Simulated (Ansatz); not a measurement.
# Calculations on HCl

### Vibrations

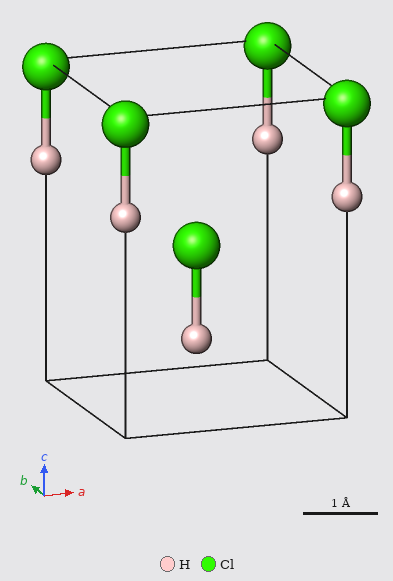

Phonons of solid HCl relaxed at 14 GPa, space group I4mm (No. 107), at the zone centre. A ball-and-stick model of the conventional cell (2 times the calculation's cell), seen slightly off an axis. Lengths and directions refer to the drawn axes.

Method: Ansatz 0.2.0, DFT PBEsol, scalar-relativistic, plane waves, PAW. (plane-wave cutoff 420 eV; k-point mesh 8 × 8 × 8; occupations fixed; target pressure 14 GPa; no spin polarisation)

Frequencies are those without the non-analytic (LO–TO) term.

**Give the spectrum at this point.**

The calculation's cell holds 2 atoms, so there are 3 optical modes, in 2 levels. The optical modes span E + A₁. One level is unstable (imaginary frequency).

```csv
level,symmetry,frequency (cm⁻¹),activity
1,E,57i,infrared- and Raman-active
2,A₁,2640,infrared- and Raman-active
```

The modes drawn as arrows (one member of each degenerate set):

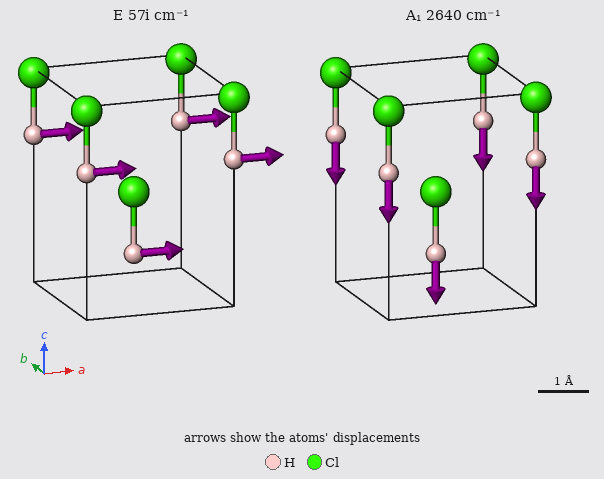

### Vibrations

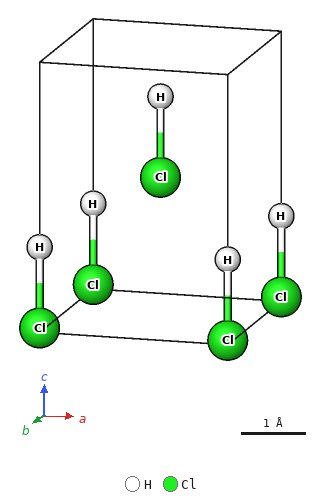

Lattice vibrations of solid HCl relaxed at 22 GPa, space group I4mm (No. 107), at the zone centre. A ball-and-stick model of the conventional cell (2 times the calculation's cell), seen from a free direction. Lengths and directions refer to the drawn axes.

All numbers below come from DFT PBEsol, scalar-relativistic, plane waves, PAW (Ansatz 0.2.0).

Input
```yaml
crystal:
  lattice:
    - [-1.5393457517, 1.5393457592, 2.1848719562]
    - [1.5393457517, -1.5393457592, 2.1848719562]
    - [1.5393457517, 1.5393457592, -2.1848719562]
  atoms:
    - { symbol: H, position: [0.6844103254, 0.6844103254, 0.0] }
    - { symbol: Cl, position: [0.9835896746, 0.9835896746, 0.0] }
basis:
  ecutwfc: 420
kpoints:
  mp_grid: { grid: [8, 8, 8] }
hamiltonian:
  xc: pbesol
scf:
  occupations: { method: fixed }
output:
  eigenvalues: true
phonons:
  method: dfpt
  dielectric: true
  rigid_motions: translations
  eigenvectors: true
```

Frequencies are those without the non-analytic (LO–TO) term.

> List the optical modes.

The calculation's cell holds 2 atoms, so there are 3 optical modes, in 2 levels. The optical modes span E + A₁. One level is unstable (imaginary frequency).

```tsv
level	symmetry	frequency (cm⁻¹)	activity
1	E	168i	infrared- and Raman-active
2	A₁	2607	infrared- and Raman-active
```

The modes drawn as arrows (one member of each degenerate set):

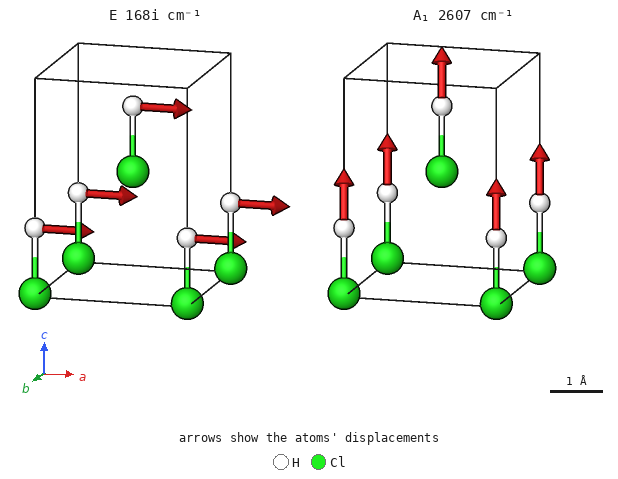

### Softest mode

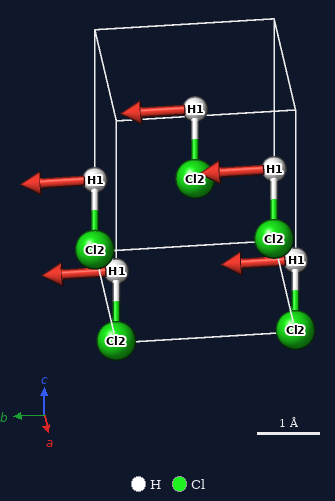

The lowest optical mode of crystalline HCl relaxed at 42 GPa, space group I4mm (No. 107), at the zone centre. The red arrows are the displacements of the atoms (eigenvector over the root of the mass), of arbitrary overall length and sign. A ball-and-stick model of the conventional cell (2 times the calculation's cell), seen from a free direction. Lengths and directions refer to the drawn axes.

Theory: Ansatz 0.2.0, DFT PBEsol, scalar-relativistic, plane waves, PAW. (plane-wave cutoff 420 eV; k-point mesh 8 × 8 × 8; occupations fixed; target pressure 42 GPa; no spin polarisation)

Frequencies are those without the non-analytic (LO–TO) term.

Question: Is the structure stable against all modes at this point?

Answer: No. This is the E mode (doubly degenerate; one member of the set is drawn) at 295i cm⁻¹, the lowest optical level, infrared- and Raman-active by symmetry. The Cl atoms hardly move; the H sublattice moves as a whole against them, along b; the Cl–H bond lengths don't change to first order, so for these it is a bending, tilting or sliding motion; the kinetic energy is shared as H 97 %, Cl 3 %. The frequency is imaginary, so the structure is unstable against this distortion. Freezing in the drawn pattern lowers the space group from I4mm to Cm (No. 8). Its infrared intensity is 28 (D/Å)²/amu for the set.

### Softest mode

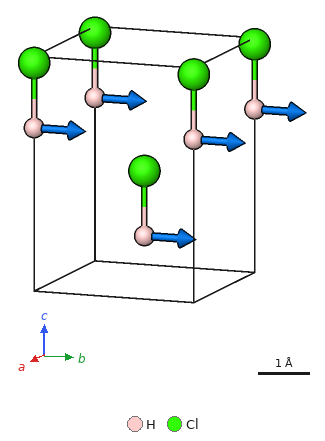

The lowest optical mode of a crystal of HCl relaxed at 6 GPa, space group I4mm (No. 107), at the zone centre. The blue arrows are the displacements of the atoms (eigenvector over the root of the mass), of arbitrary overall length and sign. A ball-and-stick model of the conventional cell (2 times the calculation's cell), seen slightly off an axis. Lengths and directions refer to the drawn axes.

Method: DFT PBEsol, scalar-relativistic, plane waves, PAW in Ansatz.

The input:
```yaml
crystal:
  lattice:
    - [-1.6878811098, 1.6878811049, 2.3605568108]
    - [1.6878811098, -1.6878811049, 2.3605568108]
    - [1.6878811098, 1.6878811049, -2.3605568108]
  atoms:
    - { symbol: H, position: [0.6957584325, 0.6957584325, 0.0] }
    - { symbol: Cl, position: [0.9722415675, 0.9722415675, 0.0] }
basis:
  ecutwfc: 420
kpoints:
  mp_grid: { grid: [8, 8, 8] }
hamiltonian:
  xc: pbesol
scf:
  occupations: { method: fixed }
output:
  eigenvalues: true
phonons:
  method: dfpt
  dielectric: true
  rigid_motions: translations
  eigenvectors: true
```

Frequencies are those without the non-analytic (LO–TO) term.

> Is this crystal at a minimum with respect to the drawn distortion?

Yes: this softest mode has a real frequency, and so have all others here. That speaks for this wave vector alone: the rest of the zone wasn't checked in this run. This is the E mode (doubly degenerate; one member of the set is drawn) at 147 cm⁻¹, the lowest optical level, infrared- and Raman-active by symmetry. The Cl atoms hardly move; the H sublattice moves as a whole against them, along b; the Cl–H bond lengths don't change to first order, so for these it is a bending, tilting or sliding motion; the kinetic energy is shared as H 97 %, Cl 3 %. Its infrared intensity is 9.4 (D/Å)²/amu for the set.
